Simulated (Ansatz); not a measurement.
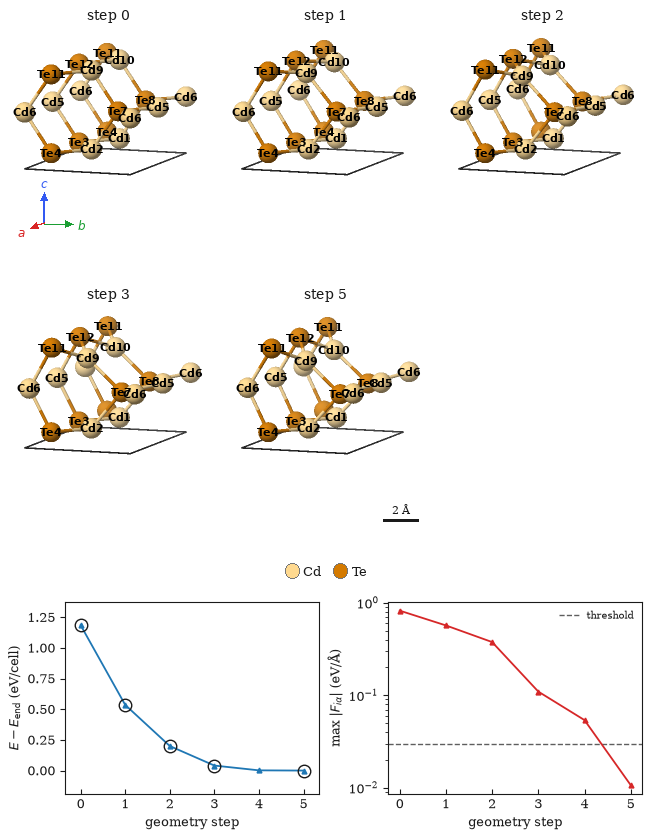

Frames of a constrained relaxation of a slab of composition CdTe (cut from the F-43m phase), marked on the history of the run. A ball-and-stick model of the cell of the calculation, outlined in the plane, without the vacuum, seen slightly off an axis.

Case: clean slab, lower planes held. The slab is the (1 1 0) face of CdTe. 4 atoms are held fixed.

The calculation used DFT PBE+D3(BJ), scalar-relativistic, plane waves, PAW in Ansatz 0.2.0.

Input
```yaml
crystal:
  lattice:
    - [9.2158675489, 0.0, 0.0]
    - [0.0, 6.5166024383, 0.0]
    - [0.0, 0.0, 20.6079337744]
  atoms:
    - { symbol: Cd, position: [0.25, 0.5, 0.3882000053] }
    - { symbol: Cd, position: [0.75, 0.5, 0.3882000053] }
    - { symbol: Te, position: [0.5, 0.25, 0.3882000053] }
    - { symbol: Te, position: [0.0, 0.25, 0.3882000053] }
    - { symbol: Cd, position: [0.5, 0.0, 0.5] }
    - { symbol: Cd, position: [0.0, 0.0, 0.5] }
    - { symbol: Te, position: [0.75, 0.75, 0.5] }
    - { symbol: Te, position: [0.25, 0.75, 0.5] }
    - { symbol: Cd, position: [0.75, 0.5, 0.6117999947] }
    - { symbol: Cd, position: [0.25, 0.5, 0.6117999947] }
    - { symbol: Te, position: [0.0, 0.25, 0.6117999947] }
    - { symbol: Te, position: [0.5, 0.25, 0.6117999947] }
basis:
  ecutwfc: 420
kpoints:
  mp_grid: { grid: [2, 3, 1] }
hamiltonian:
  xc: pbe
  dispersion: d3bj
scf:
  occupations: { method: gaussian, width: 0.05 }
output:
  forces: true
  eigenvalues: true
  write_density: true
  write_potential: true
  elf: true
  volumetric_format: npy
relax:
  adjacent_minimum: "off"
  f_tol: 0.03
  max_steps: 70
  constraints: [{ sites: [0, 1, 2, 3] }]
efield:
  axis: 3
  dipole_correction: true
  ramp_width: 0.04
```

Command:
```bash
ansatz run input.yaml --threads 4 --pin off --max-ram 10240MiB --backend cpu --events-out ev --progress --plain --runs-dir out
```

Q: What happens along the run?

A: The largest moves, 0.68 Å, are those of Cd9 and Cd10. Cd9 goes at 12° to the normal (−c side). By element the largest moves are Cd 0.68 Å, Te 0.39 Å. The lattice vectors keep their values. Among the contacts that change: Cd5–Te7 2.822 → 2.877 Å, Cd1–Te8 2.822 → 2.865 Å, Cd5–Te12 2.822 → 2.795 Å, Cd10–Te11 2.822 → 2.801 Å. Among the angles between lasting bonds that change: Cd5–Te12–Cd9 109.5° → 87.0°, Cd1–Te8–Cd10 109.5° → 88.2°, Te8–Cd10–Te11 109.5° → 124.6°. Over 5 geometry steps the energy falls by 1.185 eV per cell of the calculation. Largest force component: 0.82 eV/Å at the start, 0.011 eV/Å at the end. Cost: 2.3 min on 4 threads of Arm Neoverse V2, with other jobs on the host, peak memory 2.5 GiB. From step 0 to 1: Cd atoms move most (0.19 Å), energy −0.649 eV per cell of the calculation. From step 1 to 2: Cd atoms move most (0.20 Å), energy −0.335 eV per cell of the calculation. From step 2 to 3: Cd atoms move most (0.20 Å), energy −0.159 eV per cell of the calculation. From step 3 to 5: Cd and Te atoms move most (0.18 Å), energy −40.8 meV per cell of the calculation.
